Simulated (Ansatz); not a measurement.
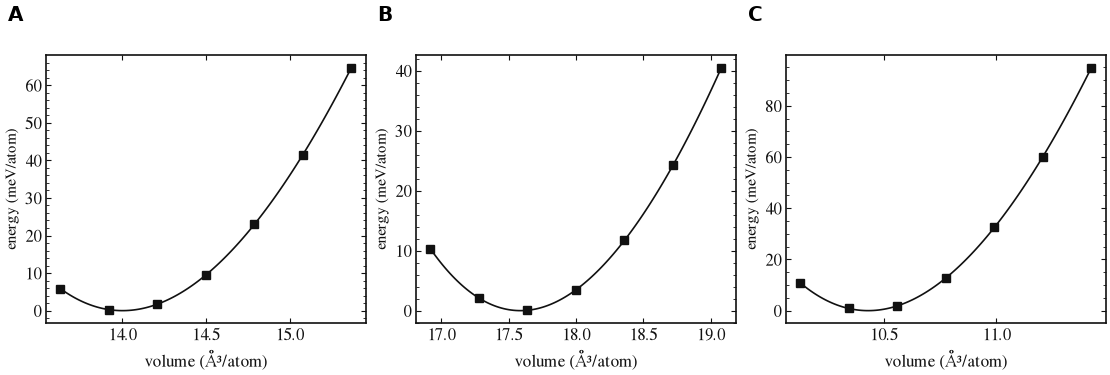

Each panel shows the energy against volume for one of these solids: Al₂Au, Fm-3m (No. 225); TaN, P-6m2 (No. 187); YN, Fm-3m (No. 225).

Method: all-electron LAPW DFT, no spin polarisation; energies at scaled volumes of the given cell, shape and fractions fixed, counted from the fit's minimum, third-order Birch-Murnaghan fit (Ansatz 0.2.0). Level: LDA.

Which panel belongs to which solid?

A is YN (energy from 0.27 meV/atom to 64.70 meV/atom, V0 14 Å³/atom, B0 182 GPa); B is Al₂Au (energy from 0.06 meV/atom to 40.50 meV/atom, V0 17.59 Å³/atom, B0 120 GPa); C is TaN (energy from 0.84 meV/atom to 94.90 meV/atom, V0 10.43 Å³/atom, B0 378 GPa).

For Al₂Au, limits of the calculation: spin-orbit coupling left out, heavy elements.

For TaN, limits of the calculation: shape and atomic fractions are frozen while scaling, which makes layered, chain and framework solids too stiff.
